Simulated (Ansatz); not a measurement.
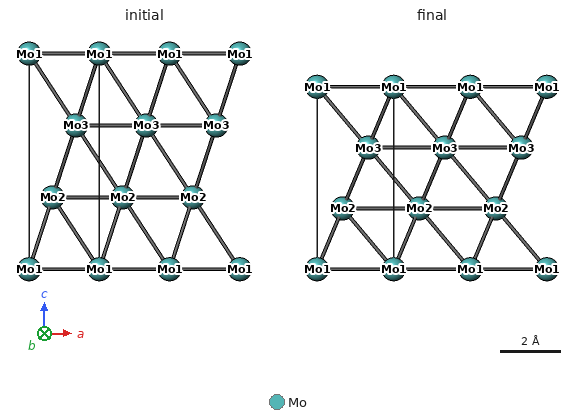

The structure of solid Mo (a generated structure, set up in R-3m) before (left) and after (right) a relaxation, at one scale.

The picture is a ball-and-stick view of the cell of the calculation, repeated 3 × 1 × 1 with one cell outlined, seen along the b axis.

Case: stacking ABC.

The calculation used DFT PBEsol, scalar-relativistic, plane waves, PAW in Ansatz 0.2.0. Set-up: plane-wave cutoff 420 eV; k-point mesh 18 × 18 × 7; occupations gaussian; smearing width 0.1 eV; no spin polarisation; cell and atoms relaxed; force threshold 0.01 eV/Å; at most 45 steps.

> Summarise the run.

The energy falls by 58.2 meV per atom in 10 accepted moves (14 points after the start). All forces vanish by symmetry, so only the cell relaxes. The pressure goes from 0.08 to 0.00 GPa. The line search rejected the trial steps at points 2, 8 of the run. At 2 points the geometry stayed and the basis and grid were re-selected for the new cell (energy shift of 0.6 meV per atom at most each time). No atom moves by more than 0.005 Å relative to the cell. The volume changes by +0.7 %, with a = b 2.730 → 2.977 Å (+9.1 %), c 7.259 → 6.143 Å (−15.4 %). Among the contacts that change: Mo1–Mo1 2.730 → 2.977 Å, Mo1–Mo2 2.888 → 2.673 Å. The space group stays R-3m (No. 166). Cost: 2.9 min on 1 thread of AMD EPYC 7R13 Processor (Zen 3), on a shared host, peak memory 0.52 GiB.
